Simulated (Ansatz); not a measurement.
## Geometry relaxation of SiC (part 3 of 3)

The same run, continued: SiC (slab, 24 atoms in the cell); DFT PBE, scalar-relativistic, plane waves, PAW, no spin polarisation (Ansatz 0.2.0); cutoff 420 eV, 3×3×1 k-mesh, Gaussian smearing of 0.05 eV. The structure derives from an entry of the Crystallography Open Database. The input holds or restrains some coordinates. It belongs to a series of runs on one base structure; here: clean slab, lower planes held.

Geometry of the input (Å; fractional positions):
```
6.1939  0.0000  0.0000
-3.0969  5.3640  0.0000
0.0000  0.0000  21.6894
C  0.5000  0.0000  0.3688
C  0.5000  0.5000  0.3688
C  0.0000  0.0000  0.3688
C  -0.0000  0.5000  0.3688
Si 0.1667  0.8333  0.3980
Si 0.1667  0.3333  0.3980
Si 0.6667  0.8333  0.3980
Si 0.6667  0.3333  0.3980
C  0.6667  0.8333  0.4854
C  0.6667  0.3333  0.4854
C  0.1667  0.8333  0.4854
C  0.1667  0.3333  0.4854
Si 0.3333  0.6667  0.5146
Si 0.3333  0.1667  0.5146
Si 0.8333  0.6667  0.5146
Si 0.8333  0.1667  0.5146
C  0.8333  0.6667  0.6020
C  0.8333  0.1667  0.6020
C  0.3333  0.6667  0.6020
C  0.3333  0.1667  0.6020
Si 0.5000  0.5000  0.6312
Si 0.5000  0.0000  0.6312
Si -0.0000  0.5000  0.6312
Si 0.0000  0.0000  0.6312
```

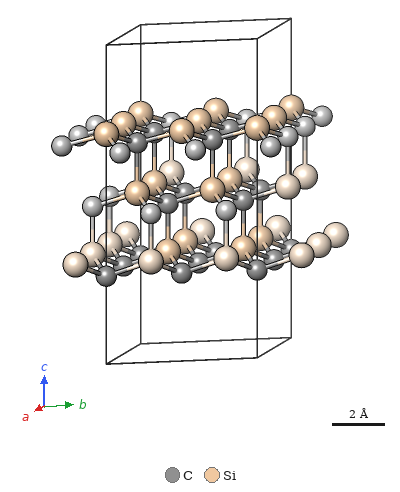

Fig. 1: The geometry at step 4 of the log (ball-and-stick view of the cell of the calculation, with the vacuum cut short, seen slightly off an axis; neighbours outside the cell are drawn fainter).

**The program's output, continued**
```
--- Forces (eV/Å), atoms counted from 1 ---
  atom   1  C      0.00000000    -0.00000000     2.26182899
  atom   2  C      0.00000000    -0.00000000     2.26182899
  atom   3  C     -0.00000000    -0.00000000     2.26182899
  atom   4  C     -0.00000000    -0.00000000     2.26182899
  atom   5  Si     0.00000000     0.00000000    -3.27703030
  atom   6  Si     0.00000000     0.00000000    -3.27703030
  atom   7  Si     0.00000000     0.00000000    -3.27703030
  atom   8  Si     0.00000000     0.00000000    -3.27703030
  atom   9  C     -0.00000000    -0.00000000     1.01842011
  atom  10  C     -0.00000000    -0.00000000     1.01842011
  atom  11  C     -0.00000000    -0.00000000     1.01842011
  atom  12  C     -0.00000000    -0.00000000     1.01842011
  atom  13  Si     0.00000000     0.00000000    -0.00269522
  atom  14  Si     0.00000000     0.00000000    -0.00269522
  atom  15  Si     0.00000000     0.00000000    -0.00269522
  atom  16  Si     0.00000000     0.00000000    -0.00269522
  atom  17  C     -0.00000000    -0.00000000     0.00557430
  atom  18  C     -0.00000000    -0.00000000     0.00557430
  atom  19  C     -0.00000000    -0.00000000     0.00557430
  atom  20  C     -0.00000000    -0.00000000     0.00557430
  atom  21  Si     0.00000000     0.00000000    -0.00610578
  atom  22  Si     0.00000000     0.00000000    -0.00610578
  atom  23  Si     0.00000000     0.00000000    -0.00610578
  atom  24  Si     0.00000000     0.00000000    -0.00610578
  max |Σ_I F_I| component: 3.16e-5 eV/Å
--- Band table (eV) ---
  k-point 0: bands = ["-16.1590", "-14.7743", "-13.0187", "-13.0187", "-13.0187", "-12.5911", "-12.2583", "-12.2583", "-12.2583", "-10.1879", "-10.1879", "-10.1879", "-9.4412", "-9.4412", "-9.4412", "-8.4559", "-8.4559", "-8.4559", "-8.1119", "-7.1350", "-7.1350", "-7.1350", "-4.8867", "-4.6620", "-4.6620", "-4.6620", "-4.3665", "-4.3665", "-4.3665", "-3.7253", "-3.7253", "-3.7253", "-3.3263", "-3.3263", "-3.3263", "-2.5950", "-2.5950", "-1.7813", "-1.7813", "-1.3978", "-1.3978", "-1.3978", "-0.9066", "-0.2131", "-0.2131", "-0.2131", "0.0288", "0.0288", "0.0288", "0.1142", "0.1142", "0.5561", "1.5450", "1.5450", "1.5450", "2.9816", "2.9816", "2.9816", "3.9383", "4.0473", "4.0473", "4.0473", "4.1838", "4.9553", "5.3532", "5.3532", "5.3532", "5.5863", "5.9805", "5.9805", "6.2758", "6.2758"]
  k-point 1: bands = ["-15.6946", "-14.3785", "-14.3306", "-13.2571", "-13.2571", "-13.1191", "-12.2419", "-12.2419", "-12.1474", "-10.9461", "-10.1127", "-10.1127", "-8.7937", "-8.7937", "-8.0755", "-8.0755", "-8.0006", "-7.7514", "-7.2451", "-6.4853", "-6.4853", "-5.9160", "-5.7288", "-5.7288", "-4.9530", "-4.8804", "-4.8009", "-4.8009", "-4.6488", "-4.6488", "-4.1694", "-4.0234", "-3.6256", "-3.4326", "-3.4326", "-3.3650", "-3.1713", "-3.0069", "-2.5412", "-2.5412", "-2.2459", "-1.6842", "-1.0843", "-0.4540", "-0.3400", "-0.2969", "-0.1150", "-0.1150", "0.2959", "0.2959", "0.4455", "0.5753", "2.0370", "2.9705", "2.9705", "3.5140", "3.7815", "4.2576", "4.2576", "4.4374", "4.8072", "4.8078", "4.8078", "4.9857", "5.2566", "5.7060", "5.7060", "5.9345", "6.0813", "6.1597", "6.3736", "6.5415"]
  k-point 2: bands = ["-14.7990", "-14.7990", "-14.7990", "-13.4921", "-13.4921", "-13.4921", "-12.3516", "-11.7990", "-11.3109", "-11.3109", "-11.3109", "-9.5849", "-8.8443", "-8.2890", "-7.3797", "-7.3797", "-7.3797", "-7.2964", "-6.4307", "-6.4307", "-6.4307", "-6.3212", "-6.1547", "-5.4892", "-5.4892", "-5.4892", "-4.9100", "-4.4665", "-4.4665", "-4.4665", "-4.3129", "-4.3129", "-4.3129", "-3.6694", "-3.6065", "-3.6065", "-3.6065", "-3.1062", "-2.9219", "-2.9219", "-2.9219", "-1.7090", "-1.7090", "-1.7090", "-0.3653", "0.0005", "0.0005", "0.0005", "0.4386", "0.4386", "0.4386", "0.5060", "3.6138", "3.7614", "3.7614", "3.7614", "3.8659", "4.5652", "4.5652", "4.5652", "4.5916", "5.1130", "5.1130", "5.1130", "5.8538", "5.8538", "5.8538", "6.3534", "6.3534", "6.3534", "6.8422", "6.8422"]
--- Relaxed structure (5 steps of the walk, 5 accepted, 0 SCFs on fresh bases) ---
  F+E_penalty+E_count = -10630.00247304 eV   max|allowed force component| = 6.106e-3 eV/Å
  atoms:
    - { symbol: C, position: [0.5, 0.0, 0.3688431917] }
    - { symbol: C, position: [0.5, 0.5000000000000001, 0.3688431917] }
    - { symbol: C, position: [0.0, 0.0, 0.3688431917] }
    - { symbol: C, position: [5.551115123125783e-17, 0.5000000000000001, 0.3688431917] }
    - { symbol: Si, position: [0.16666666666666669, 0.8333333333333335, 0.39798914910000005] }
    - { symbol: Si, position: [0.16666666666666669, 0.3333333333333334, 0.39798914910000005] }
    - { symbol: Si, position: [0.6666666666666667, 0.8333333333333335, 0.39798914910000005] }
    - { symbol: Si, position: [0.6666666666666666, 0.3333333333333334, 0.39798914910000005] }
    - { symbol: C, position: [0.6666666666666667, 0.8333333333333335, 0.48542702130000004] }
    - { symbol: C, position: [0.6666666666666666, 0.3333333333333334, 0.48542702130000004] }
    - { symbol: C, position: [0.16666666666666669, 0.8333333333333335, 0.48542702130000004] }
    - { symbol: C, position: [0.16666666666666669, 0.3333333333333334, 0.48542702130000004] }
    - { symbol: Si, position: [0.3333333333333334, 0.6666666666666667, 0.5123280910939935] }
    - { symbol: Si, position: [0.33333333333333337, 0.16666666666666669, 0.5123280910939935] }
    - { symbol: Si, position: [0.8333333333333335, 0.6666666666666667, 0.5123280910939935] }
    - { symbol: Si, position: [0.8333333333333335, 0.16666666666666669, 0.5123280910939935] }
    - { symbol: C, position: [0.8333333333333335, 0.6666666666666667, 0.603775858990201] }
    - { symbol: C, position: [0.8333333333333335, 0.16666666666666669, 0.603775858990201] }
    - { symbol: C, position: [0.3333333333333334, 0.6666666666666667, 0.6037758589902009] }
    - { symbol: C, position: [0.33333333333333337, 0.16666666666666669, 0.6037758589902009] }
    - { symbol: Si, position: [0.5, 0.5000000000000001, 0.6274597975009694] }
    - { symbol: Si, position: [0.5, -1.3643672700358216e-33, 0.6274597975009694] }
    - { symbol: Si, position: [5.551115123125783e-17, 0.5000000000000001, 0.6274597975009694] }
    - { symbol: Si, position: [-3.5278983083924634e-33, -1.9149014316292234e-33, 0.6274597975009694] }
```

**Trajectory as extended XYZ (Å, eV, eV/Å), 4 of the 5 frames kept, from step=1 to step=5**
```
24
Lattice="6.1939 0.0000 0.0000 -3.0969 5.3640 0.0000 0.0000 0.0000 21.6894" Properties=species:S:1:pos:R:3:forces:R:3 step=1 energy=-10629.72618
C     3.0969    0.0000    8.0000    0.0000   0.0000   2.2864
C     1.5485    2.6820    8.0000    0.0000   0.0000   2.2864
C     0.0000    0.0000    8.0000    0.0000   0.0000   2.2864
C    -1.5485    2.6820    8.0000    0.0000   0.0000   2.2864
Si   -1.5485    4.4700    8.6322    0.0000   0.0000  -3.0277
Si    0.0000    1.7880    8.6322    0.0000   0.0000  -3.0277
Si    1.5485    4.4700    8.6322    0.0000   0.0000  -3.0277
Si    3.0969    1.7880    8.6322    0.0000   0.0000  -3.0277
C     1.5485    4.4700   10.5286    0.0000   0.0000   1.1815
C     3.0969    1.7880   10.5286    0.0000   0.0000   1.1815
C    -1.5485    4.4700   10.5286    0.0000   0.0000   1.1815
C     0.0000    1.7880   10.5286    0.0000   0.0000   1.1815
Si    0.0000    3.5760   11.1608    0.0000   0.0000  -0.9797
Si    1.5485    0.8940   11.1608    0.0000   0.0000  -0.9797
Si    3.0969    3.5760   11.1608    0.0000   0.0000  -0.9797
Si    4.6454    0.8940   11.1608    0.0000   0.0000  -0.9797
C     3.0969    3.5760   13.0573    0.0000   0.0000   1.2113
C     4.6454    0.8940   13.0573    0.0000   0.0000   1.2113
C     0.0000    3.5760   13.0573    0.0000   0.0000   1.2113
C     1.5485    0.8940   13.0573    0.0000   0.0000   1.2113
Si    1.5485    2.6820   13.6894    0.0000   0.0000  -0.6715
Si    3.0969    0.0000   13.6894    0.0000   0.0000  -0.6715
Si   -1.5485    2.6820   13.6894    0.0000   0.0000  -0.6715
Si    0.0000    0.0000   13.6894    0.0000   0.0000  -0.6715
24
Lattice="6.1939 0.0000 0.0000 -3.0969 5.3640 0.0000 0.0000 0.0000 21.6894" Properties=species:S:1:pos:R:3:forces:R:3 step=2 energy=-10629.87032
C     3.0969    0.0000    8.0000    0.0000   0.0000   2.2725
C     1.5485    2.6820    8.0000    0.0000   0.0000   2.2725
C     0.0000    0.0000    8.0000    0.0000   0.0000   2.2725
C    -1.5485    2.6820    8.0000    0.0000   0.0000   2.2725
Si   -1.5485    4.4700    8.6322    0.0000   0.0000  -3.1202
Si    0.0000    1.7880    8.6322    0.0000   0.0000  -3.1202
Si    1.5485    4.4700    8.6322    0.0000   0.0000  -3.1202
Si    3.0969    1.7880    8.6322    0.0000   0.0000  -3.1202
C     1.5485    4.4700   10.5286    0.0000   0.0000   1.0245
C     3.0969    1.7880   10.5286    0.0000   0.0000   1.0245
C    -1.5485    4.4700   10.5286    0.0000   0.0000   1.0245
C     0.0000    1.7880   10.5286    0.0000   0.0000   1.0245
Si    0.0000    3.5760   11.1387    0.0000   0.0000  -0.6513
Si    1.5485    0.8940   11.1387    0.0000   0.0000  -0.6513
Si    3.0969    3.5760   11.1387    0.0000   0.0000  -0.6513
Si    4.6454    0.8940   11.1387    0.0000   0.0000  -0.6513
C     3.0969    3.5760   13.0533    0.0000   0.0000   0.8754
C     4.6454    0.8940   13.0533    0.0000   0.0000   0.8754
C     0.0000    3.5760   13.0533    0.0000   0.0000   0.8754
C     1.5485    0.8940   13.0533    0.0000   0.0000   0.8754
Si    1.5485    2.6820   13.6479    0.0000   0.0000  -0.4028
Si    3.0969    0.0000   13.6479    0.0000   0.0000  -0.4028
Si   -1.5485    2.6820   13.6479    0.0000   0.0000  -0.4028
Si    0.0000    0.0000   13.6479    0.0000   0.0000  -0.4028
24
Lattice="6.1939 0.0000 0.0000 -3.0969 5.3640 0.0000 0.0000 0.0000 21.6894" Properties=species:S:1:pos:R:3:forces:R:3 step=4 energy=-10630.00168
C     3.0969    0.0000    8.0000    0.0000   0.0000   2.2630
C     1.5485    2.6820    8.0000    0.0000   0.0000   2.2630
C     0.0000    0.0000    8.0000    0.0000   0.0000   2.2630
C    -1.5485    2.6820    8.0000    0.0000   0.0000   2.2630
Si   -1.5485    4.4700    8.6322    0.0000   0.0000  -3.2713
Si    0.0000    1.7880    8.6322    0.0000   0.0000  -3.2713
Si    1.5485    4.4700    8.6322    0.0000   0.0000  -3.2713
Si    3.0969    1.7880    8.6322    0.0000   0.0000  -3.2713
C     1.5485    4.4700   10.5286    0.0000   0.0000   1.0439
C     3.0969    1.7880   10.5286    0.0000   0.0000   1.0439
C    -1.5485    4.4700   10.5286    0.0000   0.0000   1.0439
C     0.0000    1.7880   10.5286    0.0000   0.0000   1.0439
Si    0.0000    3.5760   11.1145    0.0000   0.0000  -0.0054
Si    1.5485    0.8940   11.1145    0.0000   0.0000  -0.0054
Si    3.0969    3.5760   11.1145    0.0000   0.0000  -0.0054
Si    4.6454    0.8940   11.1145    0.0000   0.0000  -0.0054
C     3.0969    3.5760   13.0985    0.0000   0.0000   0.0155
C     4.6454    0.8940   13.0985    0.0000   0.0000   0.0155
C     0.0000    3.5760   13.0985    0.0000   0.0000   0.0155
C     1.5485    0.8940   13.0985    0.0000   0.0000   0.0155
Si    1.5485    2.6820   13.6177    0.0000   0.0000  -0.0458
Si    3.0969    0.0000   13.6177    0.0000   0.0000  -0.0458
Si   -1.5485    2.6820   13.6177    0.0000   0.0000  -0.0458
Si    0.0000    0.0000   13.6177    0.0000   0.0000  -0.0458
24
Lattice="6.1939 0.0000 0.0000 -3.0969 5.3640 0.0000 0.0000 0.0000 21.6894" Properties=species:S:1:pos:R:3:forces:R:3 step=5 energy=-10630.00247
C     3.0969    0.0000    8.0000    0.0000   0.0000   2.2618
C     1.5485    2.6820    8.0000    0.0000   0.0000   2.2618
C     0.0000    0.0000    8.0000    0.0000   0.0000   2.2618
C    -1.5485    2.6820    8.0000    0.0000   0.0000   2.2618
Si   -1.5485    4.4700    8.6322    0.0000   0.0000  -3.2770
Si    0.0000    1.7880    8.6322    0.0000   0.0000  -3.2770
Si    1.5485    4.4700    8.6322    0.0000   0.0000  -3.2770
Si    3.0969    1.7880    8.6322    0.0000   0.0000  -3.2770
C     1.5485    4.4700   10.5286    0.0000   0.0000   1.0184
C     3.0969    1.7880   10.5286    0.0000   0.0000   1.0184
C    -1.5485    4.4700   10.5286    0.0000   0.0000   1.0184
C     0.0000    1.7880   10.5286    0.0000   0.0000   1.0184
Si    0.0000    3.5760   11.1121    0.0000   0.0000  -0.0027
Si    1.5485    0.8940   11.1121    0.0000   0.0000  -0.0027
Si    3.0969    3.5760   11.1121    0.0000   0.0000  -0.0027
Si    4.6454    0.8940   11.1121    0.0000   0.0000  -0.0027
C     3.0969    3.5760   13.0956    0.0000   0.0000   0.0056
C     4.6454    0.8940   13.0956    0.0000   0.0000   0.0056
C     0.0000    3.5760   13.0956    0.0000   0.0000   0.0056
C     1.5485    0.8940   13.0956    0.0000   0.0000   0.0056
Si    1.5485    2.6820   13.6092    0.0000   0.0000  -0.0061
Si    3.0969    0.0000   13.6092    0.0000   0.0000  -0.0061
Si   -1.5485    2.6820   13.6092    0.0000   0.0000  -0.0061
Si    0.0000    0.0000   13.6092    0.0000   0.0000  -0.0061
```

**Summary**

| quantity | value |
| --- | --- |
| outcome | converged under the restraints of the input |
| electrons treated | 96 |
| free energy | −10630.0025 eV |
| work function, top face | 4.09 eV |
| work function, bottom face | 6.72 eV |
| Fermi energy | 0.054 eV |
| gap on the k-point mesh | none (metallic) |
| final volume | 720.61 Å³ |
| work function (upper face) | 4.09 eV |
| largest force (length of the vector) at the end, held atoms and coordinates included | 3.277 eV/Å |
| hardware | 2 threads of Arm Neoverse V1, 24 GiB of memory available, shared host |
| wall time | 57 s (CPU time 1.8 min) |
| peak memory | 0.95 GiB |
